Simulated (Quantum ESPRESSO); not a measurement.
**MgO (Periclase): the optical phonon under strain**

Wanted: the shift of the optical mode of MgO (Periclase) in a strained (001) layer.

Program: Quantum ESPRESSO 7.5. Level of theory: DFT PBEsol, scalar-relativistic, plane waves, PseudoDojo norm-conserving pseudopotentials. Results are calculated unless marked as measured.

The database entry behind the starting cell differs from later determinations by our own check (about 0.1 % long), so it need not match the best structure at ambient conditions.

**1. The relaxed structure**

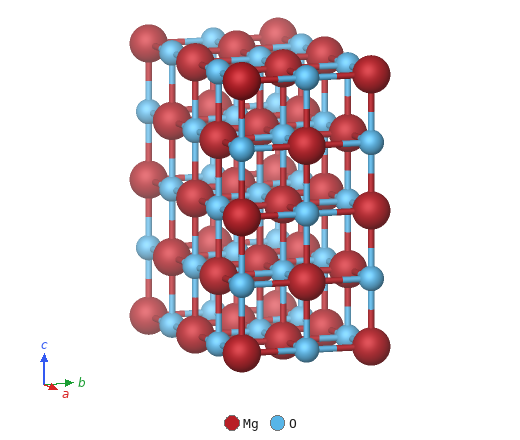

The cell as given, slightly off an axis (magnesium red, oxygen blue). 2×1×2 cells are drawn. This picture shows the conventional cell, with its axes. Some periodic images of atoms are drawn too.

Coordinates:

```
CELL_PARAMETERS angstrom
-2.10704 0.00000 2.10704
0.00000 2.10704 2.10704
-2.10704 2.10704 0.00000
ATOMIC_POSITIONS crystal
Mg 0.00000 0.00000 0.00000
O 0.50000 0.50000 0.50000
```

This is the cell after its relaxation at this level of theory, not the database cell from which that began.

**2. Uniaxial strain**

The relaxed cell is stretched along z alone. This keeps all atoms on sites fixed by symmetry and splits the threefold mode into a singlet, polarised along z, and a doublet. The macroscopic field is left out, so these are transverse modes. Cutoff 92 Ry, k mesh 12×12×12.

From the response at ε_zz = 0.01:

Output:

```text
[banners, grids, parts of the stress and lines that vanish by symmetry left out]
Program PHONON v.7.5
     Reading xml data from directory:

[...]
Exchange-correlation= PBESOL
                           (   1   4  10   8   0   0   0)
[...]
kinetic-energy cut-off    =      92.0000  Ry
     charge density cut-off    =     368.0000  Ry
     convergence threshold     =      1.0E-18
[...]
Exchange-correlation= PBESOL
                           (   1   4  10   8   0   0   0)
[...]
q = (   0.0000000   0.0000000   0.0000000 )
     17 Sym.Ops. (with q -> -q+G )
     G cutoff =  298.5399  (  15225 G-vectors)     FFT grid: ( 36, 36, 36)
     number of k points=   163
[...]
Mode symmetry, D_4h(4/mmm) point group:
[...]
Representation #   1 mode #   1
[...]
End of self-consistent calculation
     Convergence has been achieved
     Representation #   2 mode #   2
[...]
End of self-consistent calculation
     Convergence has been achieved
     Representation #   3 modes #   3   4
[...]
End of self-consistent calculation
     Convergence has been achieved
     Representation #   4 modes #   5   6
[...]
End of self-consistent calculation
     Convergence has been achieved
[...]
q = (    0.000000000   0.000000000   0.000000000 )
[...]
freq (    1) =      -0.729221 [THz] =     -24.324206 [cm-1]
     freq (    2) =      -0.728131 [THz] =     -24.287842 [cm-1]
     freq (    3) =      -0.728131 [THz] =     -24.287842 [cm-1]
     freq (    4) =      10.603752 [THz] =     353.703084 [cm-1]
     freq (    5) =      11.603031 [THz] =     387.035445 [cm-1]
     freq (    6) =      11.603031 [THz] =     387.035445 [cm-1]
[...]
Mode symmetry, D_4h(4/mmm) point group:
     freq (   1-   1) =        -24.3  [cm-1]   --> A_2u X_4' M_4'  I
     freq (   2-   3) =        -24.3  [cm-1]   --> E_u  X_5' M_5'  I
     freq (   4-   4) =        353.7  [cm-1]   --> A_2u X_4' M_4'  I
     freq (   5-   6) =        387.0  [cm-1]   --> E_u  X_5' M_5'  I

   JOB DONE.
```

```tsv
ε_zz	singlet (cm⁻¹)	doublet (cm⁻¹)	σ_zz (GPa)	σ_xx (GPa)
-0.01	417.59	383.01	-3.097	-0.903
-0.005	401.29	384.16	-1.494	-0.440
0	385.21	385.21	0.014	0.014
0.005	369.36	386.17	1.431	0.459
0.01	353.70	387.04	2.762	0.894
```

Stress is counted positive in tension.

**3. The fit**

To first order ω² − ω₀² = p ε_zz + q (ε_xx + ε_yy) for the mode along z, and likewise for x and y. With ε_zz alone the singlet gives p and the doublet q.

The linear terms of parabolas through ω² are p = -16.60 ω₀² and q = 1.05 ω₀², with ω₀ = 385.2 cm⁻¹. Those of the stresses are C11 = 293 GPa and C12 = 90 GPa. Under hydrostatic strain p and q imply γ = −(p + 2q)/(6 ω₀²) = 2.42.

A layer held to an in-plane strain ε and free along z takes ε_zz = −2 (C12/C11) ε = -0.614 ε. To first order the singlet then shifts by (q − p C12/C11) ε / ω₀ = 2365 ε cm⁻¹. For ε = 0.004, ε_zz = -0.00245, the formulas for ω² predict 394.54 cm⁻¹ for the singlet and 372.52 cm⁻¹ for the doublet.

**4. A biaxially strained cell**

This run was no part of the fit.

Output:

```text
[banners, grids, parts of the stress and lines that vanish by symmetry left out]
[banner, memory and clock lines left out]
Program PHONON v.7.5

[...]
Exchange-correlation= PBESOL
                           (   1   4  10   8   0   0   0)
[...]
kinetic-energy cut-off    =      92.0000  Ry
     charge density cut-off    =     368.0000  Ry
     convergence threshold     =      1.0E-18
[...]
Exchange-correlation= PBESOL
                           (   1   4  10   8   0   0   0)
[...]
q = (   0.0000000   0.0000000   0.0000000 )
     17 Sym.Ops. (with q -> -q+G )
     G cutoff =  296.0308  (  15097 G-vectors)     FFT grid: ( 36, 36, 36)
     number of k points=   163
[...]
Mode symmetry, D_4h(4/mmm) point group:
[...]
Representation #   1 mode #   1
[...]
End of self-consistent calculation
     Convergence has been achieved
     Representation #   2 mode #   2
[...]
End of self-consistent calculation
     Convergence has been achieved
     Representation #   3 modes #   3   4
[...]
End of self-consistent calculation
     Convergence has been achieved
     Representation #   4 modes #   5   6
[...]
End of self-consistent calculation
     Convergence has been achieved
[...]
q = (    0.000000000   0.000000000   0.000000000 )
[...]
freq (    1) =      -0.730499 [THz] =     -24.366824 [cm-1]
     freq (    2) =      -0.730499 [THz] =     -24.366824 [cm-1]
     freq (    3) =      -0.729709 [THz] =     -24.340489 [cm-1]
     freq (    4) =      11.175778 [THz] =     372.783817 [cm-1]
     freq (    5) =      11.175778 [THz] =     372.783817 [cm-1]
     freq (    6) =      11.829558 [THz] =     394.591595 [cm-1]
[...]
Mode symmetry, D_4h(4/mmm) point group:
     freq (   1-   1) =        -24.4  [cm-1]   --> A_2u X_4' M_4'  I
     freq (   2-   3) =        -24.4  [cm-1]   --> E_u  X_5' M_5'  I
     freq (   4-   5) =        372.8  [cm-1]   --> E_u  X_5' M_5'  I
     freq (   6-   6) =        394.6  [cm-1]   --> A_2u X_4' M_4'  I
```

```tsv
mode	predicted (cm⁻¹)	run (cm⁻¹)
singlet	394.54	394.59
doublet	372.52	372.78
```

The stress along z is 0.009 GPa and that in the plane 1.287 GPa; the unstrained cell carries 0.014 GPa.

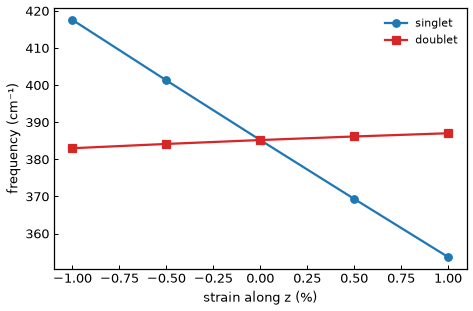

The two components under uniaxial strain.

**5. Summary of results**

| Item | Value |
| --- | --- |
| p (in units of the squared frequency) | -16.60 |
| q (same units) | 1.045 |
| shift of the singlet per unit of biaxial strain | 2365 cm⁻¹ |
| C11 and C12 | 293 and 90 GPa |

In words: To first order, one per cent of tensile biaxial strain moves the singlet of MgO (Periclase) by 23.6 cm⁻¹ and the doublet by -31.2 cm⁻¹; the formulas miss the test run by up to 0.26 cm⁻¹. In the rock-salt structure this mode is infrared active and has no first-order Raman line. The third potential, r, needs shear strain, which was not run. The acoustic modes of the response miss zero by 24 cm⁻¹, a numerical error that can touch the optical modes as well. These are harmonic values at zero temperature.

[Host names and launcher messages were left out of these logs when they were recorded.]

[Logs are printed without paths, hosts, clocks, repeated set-up lines and the standing remarks that a program may print on its own settings, such as how far it seeks lower states.]

[Hosts, paths, dates, database ids (printed as entryN), source tags and the programs' standing remarks are cut or masked in the printed files.]
